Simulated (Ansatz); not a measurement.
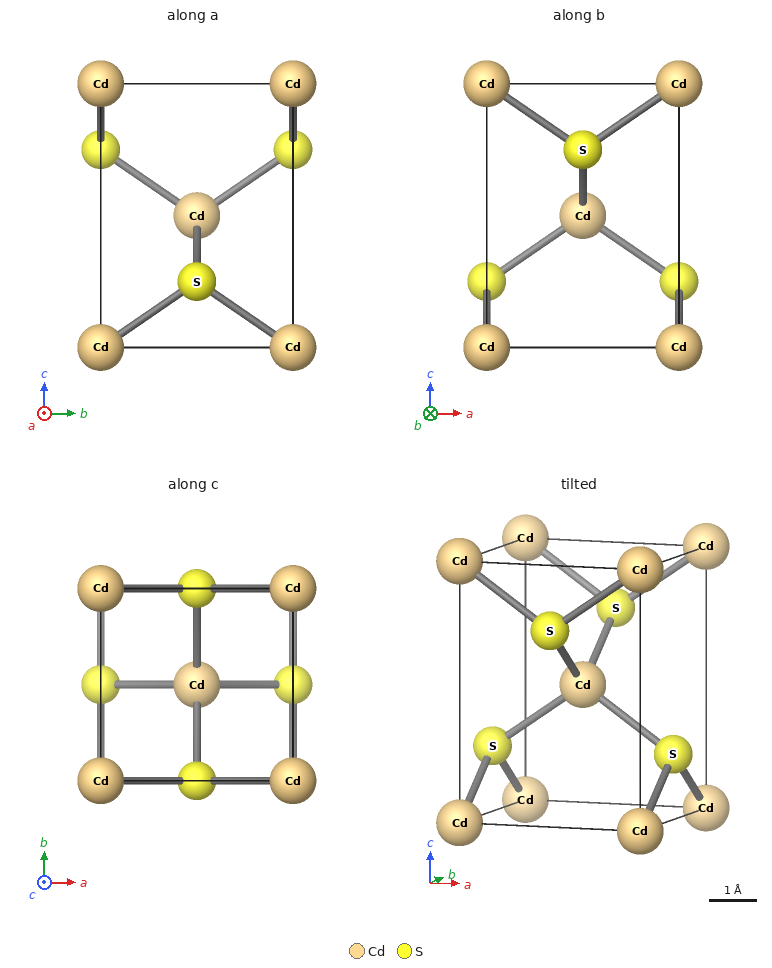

The image is a ball-and-stick drawing of a crystal, viewed along the a axis, along the b axis, along the c axis and slightly off an axis. One conventional unit cell is framed, with atoms on its boundary repeated.

Lattice parameters: a = 4.157 Å, b = 4.157 Å, c = 5.702 Å, α = 90.00°, β = 90.00°, γ = 90.00°.

Reconstruct the structure as a table of Wyckoff sites.

Space group I-4m2 (No. 119).
| atom | site | x | y | z |
| --- | --- | --- | --- | --- |
| Cd | 2a | 0.0000 | 0.0000 | 0.0000 |
| S | 2c | 0.5000 | 0.0000 | 0.7500 |

Source of the structure: a structure type filled with these elements by a generator (whether the compound takes this form wasn't checked). Earlier steps of the study, as a rule a relaxation of our own, may have changed the cell and positions, so they can lie some per cent off the listed ones. Ansatz was used for an electronic-structure calculation on it.
